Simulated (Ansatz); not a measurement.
## Geometry relaxation, with input and output: C$_{10}$O (part 2 of 2)

C$_{10}$O (slab, 11 atoms in the cell); DFT PBE+D3(BJ), scalar-relativistic, plane waves, PAW, no spin polarisation (Ansatz 0.2.0); cutoff 420 eV, 12×12×1 k-mesh, Gaussian smearing of 0.1 eV. The structure derives from a Materials Project entry. The input holds or restrains some coordinates. Forces given for the steps count only the free coordinates. It belongs to a series of runs on one base structure; here: O over the place (0/4, 1/4) of the surface cell, its height relaxed.

Geometry of the input (Å; fractional positions):
```
2.4655  0.0000  0.0000
-1.2328  2.1341  0.0000
0.0000  0.0000  32.5980
C  0.0833  0.1666  0.2608
C  0.4167  0.8334  0.2608
C  0.5833  0.1666  0.3650
C  0.9167  0.8334  0.3650
C  0.0833  0.1666  0.4693
C  0.4167  0.8334  0.4693
C  0.5833  0.1666  0.5736
C  0.9167  0.8334  0.5736
C  0.0833  0.1666  0.6779
C  0.4167  0.8334  0.6779
O  0.0833  0.4166  0.7172
```

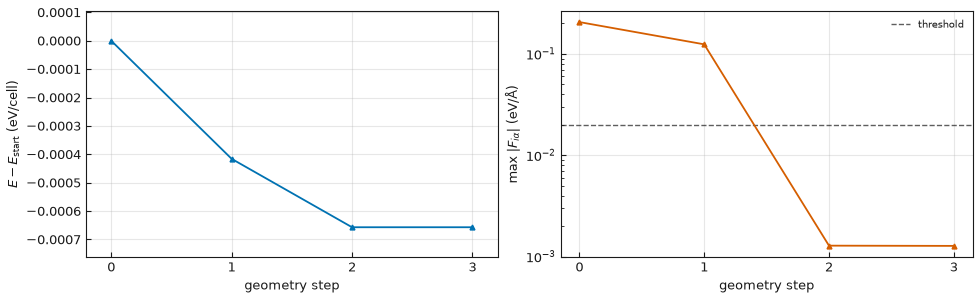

Figure 1. Progress of the restrained relaxation, step by step (the first geometry is step 0 here and step 1 in the log). O11 moves most: 0.006 Å. C stays in place. The lattice vectors keep their values. Distances before and after: C9–O11 1.421 → 1.426 Å, C10–O11 1.589 → 1.594 Å. The energy falls by 0.7 meV per cell of the calculation in 3 geometry steps. The largest force component goes from 0.21 to 0.0013 eV/Å. (Atoms are counted from 1 in the order of the input.)

```
WARN: The output density's exchange-correlation potential varies sharply where the density is thin. Do not read a vacuum level from v_tot or v_xc, or from such a field of the output density. On a cell that repeats whose density bears no net charge and no dipole along the vacuum's axis use v_es (v_loc + v_h of the components); under efield.dipole_correction with no amplitude use v_es + v_field, which holds any external_charges[].barrier, or the levels of the report's work_function block, which leave it out; under a non-zero efield.amplitude the vacuum is tilted and has no level; on a cell that repeats and bears such a dipole with no correction it is tilted too, and efield.dipole_correction with no amplitude gives each side of its ramp a level where efield: is served; in a cell that repeats whose density bears a net charge (total_charge, or a fill off its count) it is curved and has none; of a slab under crystal.periodic whose density bears no net charge use v_es, which has a level on each side, short of where the two are joined; of another it falls or rises all the way out and has none; of a slab beside external_charges read slab_vacuum_level instead, which it has where they leave it neutral. The grid or the basis barely resolves most such structure, and the values can differ between equally converged runs; as a rule a tighter scf.convergence.dr2_threshold does not remove it. Where the density itself ripples (under the LDA too) a higher basis.ecutwfc lessens it. The files hold the spikes' plane waves up to the density's cutoff. Files: v_tot_of_output_density and the like, and their columns of v_z.tsv (output.write_potential); v_xc_of_output_density and the like, and their columns of v_comp_z.tsv (output.write_potential_components). Measured: with its Gaussian average of σ = 0.25 Å subtracted twice, the exchange-correlation potential is over 0.1 eV at 13 of the grid points where the equally averaged density (valence and model cores) is under 1e-3 e/Å³, and 0.162 eV at the most among them, at an averaged density of 5.0e-8 e/Å³. See output.write_potential in the manual, Limitations
SCF converged after 2 iterations
Free energy (F): -3073.804564 eV
Harris-Foulkes:  -3073.804564 eV  (|F-HF|=3.04e-9)
Internal energy: -3073.801666 eV  (E = F + TS)
E sigma→0 (E₀):  -3073.803115 eV
Entropy (-TS):   -0.002898 eV (-0.263 meV/atom)
Fermi energy:    1.194365 eV
Dipole field:    D = -0.104099 V/Å  (p = -0.098676 e·Å, saw-weighted, corrected)
Work function:   Φ+ = 7.6505 eV   Φ− = 4.2569 eV
Levels:          The Fermi level and band energies are counted from a zero that moves with the ramp; work functions are not
--- Per-component energies (eV) ---
  E_band       = -371.740964
  E_kinetic    = 1092.286136
  E_local      = -41024.247989  (includes V_loc(G=0)·N_el)
  E_nonlocal   = 322.151484
  E_hartree    = 20015.331684
  E_xc         = -555.780719
  E_vxc        = -691.197150  (∫ρ·V_xc dr)
  E_paw        = -1151.162925  (= ΣΔE_a)
  E_vpaw       = -103.397045  (= ΣTr[D̂ρ^β])
  E_aug_tail   = 0.002388  (compensation charges beyond the density's cutoff)
  E_efield     = 0.005136  (sawtooth field / dipole correction)
  E_vefield    = 1.995722  (∫n·V_field dr)
  E_ewald      = 18229.083203
  E_disp       = -1.470064  (pairwise vdW)
  E_smearing   = -0.002898  (= −TS)
  E_closure    = 0.000000  (closes the sum)
  Σ components = -3073.804564   (vs F -3073.804564, Δ=0.00e0)
--- Forces (eV/Å), atoms counted from 1 ---
  atom   1  C      0.00000934     0.02183542     0.00121733
  atom   2  C     -0.00000947    -0.02183571     0.00121686
  atom   3  C      0.00000384     0.00153293    -0.00039740
  atom   4  C     -0.00000480    -0.00153406    -0.00040037
  atom   5  C     -0.00002243     0.03923297     0.00245519
  atom   6  C     -0.00003376    -0.03921211     0.00244570
  atom   7  C     -0.00282547     0.05312007     0.01345439
  atom   8  C     -0.00063797    -0.05545615     0.01139684
  atom   9  C     -1.30856210    -0.36050149     0.33838543
  atom  10  C     -1.16785390    -2.34578994    -0.37101587
  atom  11  O      2.47993651     2.70860733     0.00127349
  max |Σ_I F_I| component: 3.16e-5 eV/Å
--- Band table (eV; the first three rows and the last of 74) ---
  k-point 0: bands = ["-23.3293", "-18.5451", "-18.4323", "-18.3488", "-18.2485", "-14.8925", "-7.2170", "-6.8548", "-6.3540", "-6.0038", "-5.6790", "-3.8980", "-3.0624", "-2.0146", "-2.0042", "-1.8928", "-1.8833", "-1.8604", "-1.8487", "-1.8419", "-1.8395", "-0.2086", "0.9932", "4.0632", "4.7463", "5.8716", "6.3100", "7.2385", "8.1386", "8.6184", "8.7862", "8.9819", "9.3600", "9.3646"]
  k-point 1: bands = ["-23.1846", "-18.3803", "-18.2675", "-18.1850", "-18.0854", "-14.7794", "-7.0189", "-6.6639", "-6.2096", "-5.9261", "-5.5067", "-4.6784", "-3.3916", "-2.6571", "-2.5359", "-2.5029", "-2.4886", "-2.3546", "-2.2327", "-2.2006", "-2.1809", "-0.1006", "1.1358", "3.9658", "4.9666", "6.0635", "6.5213", "7.4178", "8.3416", "8.7875", "9.0630", "9.2169", "9.4301", "9.5620"]
  k-point 2: bands = ["-22.7595", "-17.8876", "-17.7749", "-17.6949", "-17.5978", "-14.4669", "-6.8766", "-6.4276", "-6.0819", "-5.6052", "-5.2383", "-4.9145", "-4.3000", "-4.2779", "-4.1786", "-4.1477", "-4.1210", "-3.1506", "-3.0287", "-2.9969", "-2.9753", "-0.3437", "1.1889", "4.0258", "5.6284", "6.6563", "7.1696", "7.9755", "8.9149", "9.1755", "9.3588", "9.4527", "9.4915", "9.5666"]
  k-point 73: bands = ["-20.4242", "-13.4822", "-13.2573", "-13.1399", "-13.0986", "-13.0968", "-12.2292", "-12.0984", "-12.0606", "-12.0538", "-11.0213", "-6.9622", "-5.3981", "-5.2755", "-5.2393", "-5.2323", "-4.4267", "-2.3905", "-1.3928", "-1.2853", "-1.2333", "-1.1991", "-0.6688", "2.6813", "2.8382", "2.9382", "2.9444", "5.4203", "6.1127", "8.4068", "8.5365", "8.5798", "8.5800", "10.3926"]
--- Relaxed structure (4 steps of the walk, 4 accepted, 0 SCFs on fresh bases) ---
  F+E_penalty+E_count = -3073.80456389 eV   max|allowed force component| = 1.273e-3 eV/Å
  atoms:
    - { symbol: C, position: [0.08331017939999999, 0.1666203587, 0.2607524516] }
    - { symbol: C, position: [0.41668982069999994, 0.8333796413, 0.2607524516] }
    - { symbol: C, position: [0.5833101794, 0.1666203587, 0.3650391123] }
    - { symbol: C, position: [0.9166898206, 0.8333796413, 0.3650391123] }
    - { symbol: C, position: [0.08331017939999999, 0.1666203587, 0.46932324100000006] }
    - { symbol: C, position: [0.41668982069999994, 0.8333796413, 0.46932324100000006] }
    - { symbol: C, position: [0.5833101794, 0.1666203587, 0.5736099016] }
    - { symbol: C, position: [0.9166898206, 0.8333796413, 0.5736099016] }
    - { symbol: C, position: [0.08331017939999999, 0.1666203587, 0.6778940303] }
    - { symbol: C, position: [0.41668982069999994, 0.8333796413, 0.6778940303] }
    - { symbol: O, position: [0.08331017939999998, 0.4166203587, 0.717355723641989] }
```

Trajectory as extended XYZ (Å, eV, eV/Å), 4 frames, from step=1 to step=4
```
11
Lattice="2.4655 0.0000 0.0000 -1.2328 2.1341 0.0000 0.0000 0.0000 32.5980" Properties=species:S:1:pos:R:3:forces:R:3 step=1 energy=-3073.80391
C     0.0000    0.3556    8.5000    0.0000   0.0213   0.0013
C     0.0000    1.7786    8.5000    0.0000  -0.0213   0.0013
C     1.2328    0.3556   11.8995    0.0000   0.0017  -0.0005
C     1.2328    1.7786   11.8995    0.0000  -0.0017  -0.0005
C     0.0000    0.3556   15.2990    0.0000   0.0373   0.0026
C     0.0000    1.7786   15.2990    0.0000  -0.0372   0.0026
C     1.2328    0.3556   18.6985   -0.0029   0.0534   0.0131
C     1.2328    1.7786   18.6985   -0.0006  -0.0557   0.0110
C     0.0000    0.3556   22.0980   -1.3100  -0.4134   0.2070
C     0.0000    1.7786   22.0980   -1.1830  -2.3710  -0.4440
O    -0.3082    0.8891   23.3780    2.4965   2.7867   0.2061
11
Lattice="2.4655 0.0000 0.0000 -1.2328 2.1341 0.0000 0.0000 0.0000 32.5980" Properties=species:S:1:pos:R:3:forces:R:3 step=2 energy=-3073.80432
C     0.0000    0.3556    8.5000    0.0000   0.0216   0.0012
C     0.0000    1.7786    8.5000    0.0000  -0.0216   0.0012
C     1.2328    0.3556   11.8995    0.0000   0.0016  -0.0005
C     1.2328    1.7786   11.8995    0.0000  -0.0016  -0.0005
C     0.0000    0.3556   15.2990    0.0000   0.0381   0.0025
C     0.0000    1.7786   15.2990    0.0000  -0.0380   0.0025
C     1.2328    0.3556   18.6985   -0.0028   0.0533   0.0133
C     1.2328    1.7786   18.6985   -0.0006  -0.0556   0.0112
C     0.0000    0.3556   22.0980   -1.3095  -0.3922   0.2596
C     0.0000    1.7786   22.0980   -1.1771  -2.3610  -0.4149
O    -0.3082    0.8891   23.3805    2.4900   2.7555   0.1243
11
Lattice="2.4655 0.0000 0.0000 -1.2328 2.1341 0.0000 0.0000 0.0000 32.5980" Properties=species:S:1:pos:R:3:forces:R:3 step=3 energy=-3073.80456
C     0.0000    0.3556    8.5000    0.0000   0.0218   0.0012
C     0.0000    1.7786    8.5000    0.0000  -0.0218   0.0012
C     1.2328    0.3556   11.8995    0.0000   0.0015  -0.0004
C     1.2328    1.7786   11.8995    0.0000  -0.0015  -0.0004
C     0.0000    0.3556   15.2990    0.0000   0.0392   0.0025
C     0.0000    1.7786   15.2990    0.0000  -0.0392   0.0025
C     1.2328    0.3556   18.6985   -0.0028   0.0531   0.0134
C     1.2328    1.7786   18.6985   -0.0006  -0.0555   0.0114
C     0.0000    0.3556   22.0980   -1.3086  -0.3605   0.3384
C     0.0000    1.7786   22.0980   -1.1679  -2.3458  -0.3710
O    -0.3082    0.8891   23.3843    2.4799   2.7086   0.0013
11
Lattice="2.4655 0.0000 0.0000 -1.2328 2.1341 0.0000 0.0000 0.0000 32.5980" Properties=species:S:1:pos:R:3:forces:R:3 step=4 energy=-3073.80456
C     0.0000    0.3556    8.5000    0.0000   0.0218   0.0012
C     0.0000    1.7786    8.5000    0.0000  -0.0218   0.0012
C     1.2328    0.3556   11.8995    0.0000   0.0015  -0.0004
C     1.2328    1.7786   11.8995    0.0000  -0.0015  -0.0004
C     0.0000    0.3556   15.2990    0.0000   0.0392   0.0025
C     0.0000    1.7786   15.2990    0.0000  -0.0392   0.0024
C     1.2328    0.3556   18.6985   -0.0028   0.0531   0.0135
C     1.2328    1.7786   18.6985   -0.0006  -0.0555   0.0114
C     0.0000    0.3556   22.0980   -1.3086  -0.3605   0.3384
C     0.0000    1.7786   22.0980   -1.1679  -2.3458  -0.3710
O    -0.3082    0.8891   23.3843    2.4799   2.7086   0.0013
```

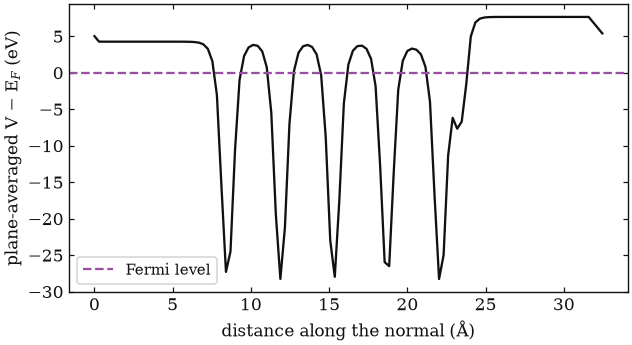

Figure 2. Plane average of the electrostatic potential energy of an electron across the cell, from the Fermi level. The vacuum level lies 7.65 eV above the Fermi level on the upper side and 4.26 eV on the lower.

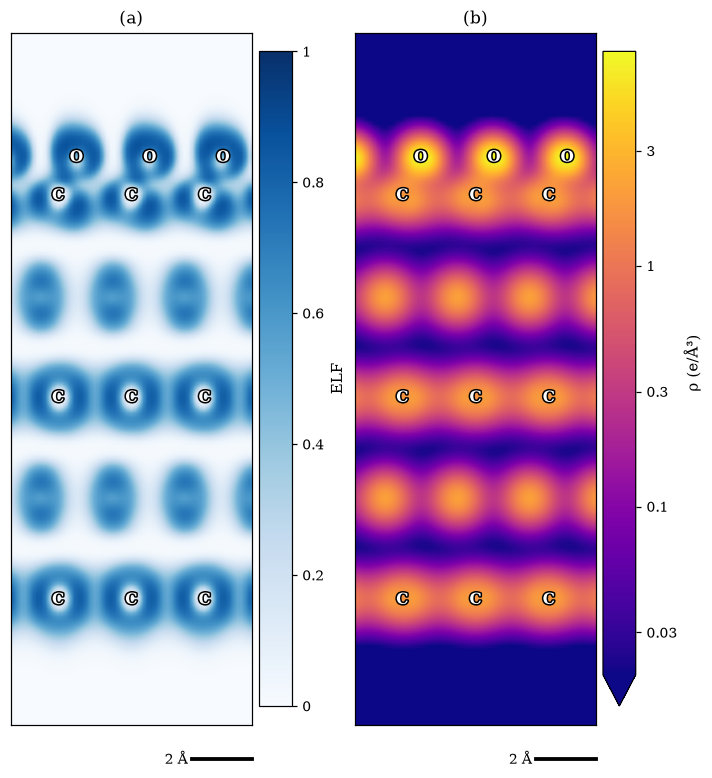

Figure 3. (a) electron localisation function; (b) valence charge density (pseudo) on the (100) plane of the calculation cell, a cut from vacuum to vacuum. Atoms in the plane: C and O. C–O (1.43 Å): ρ at the midpoint is about 2 e/Å³; the ELF peaks at about 0.75 between the atoms (a polar covalent bond). The density dies away to nearly zero in the vacuum. In a PAW calculation such maps are meaningful between the atoms, not at the nuclei.

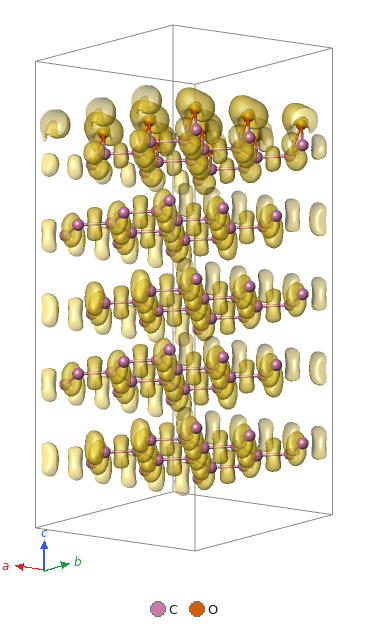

Figure 4. Isosurface of the ELF at 0.75 (yellow), seen at an oblique angle. Only the valence region is drawn (cores and ρ < 0.01 e/Å³ removed). Sticks mark near contacts. C–O (1.43 Å): the ELF peaks at about 0.75 between the atoms, which marks a shared but strongly polarised pair.

Summary

```tsv
quantity	value
outcome	converged under the restraints of the input
electrons treated	46
free energy	−3073.8046 eV
work function, top face	7.65 eV
work function, bottom face	4.26 eV
Fermi energy	1.194 eV
gap on the k-point mesh	none (metallic)
final volume	171.52 Å³
work function (upper face)	7.65 eV
largest force (length of the vector) at the end, held atoms and coordinates included	3.672 eV/Å
wall time	29 s (CPU time 58 s)
peak memory	0.7 GiB
```

The program warns: the exchange-correlation potential is rough where the density is thin.
